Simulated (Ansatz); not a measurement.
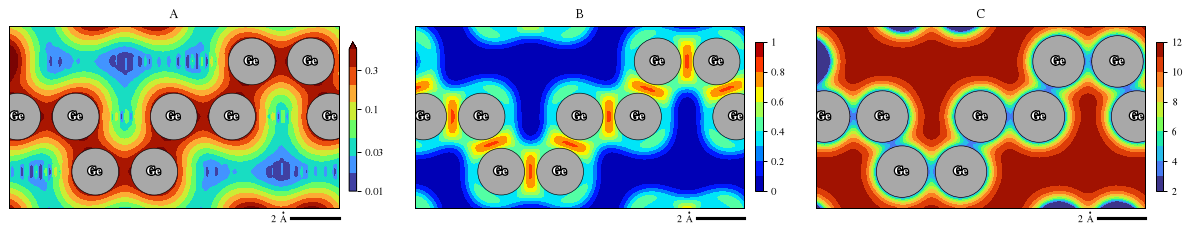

Ge: 3 fields on the (110) plane of the conventional cell, with unlabelled colour scales. Grey discs cover the atomic cores.

Space group P6₃/mmc; started from the 4H polytype prototype, which need not be the ambient phase.

All numbers below come from DFT, PBE0, plane waves, PAW (Ansatz 0.2.0).

Question: The panels show electron localisation function, electrostatic potential energy of an electron and valence pseudo-density in some order. Assign them.

Answer: Panel A: valence pseudo-density. Panel B: electron localisation function. Panel C: electrostatic potential energy of an electron (low next to the atoms, rising into the space between them). From the grid: Ge–Ge (2.45 Å): ρ at the midpoint is about 0.52 e/Å³; the ELF peaks at about 0.85 between the atoms (a covalent bond).
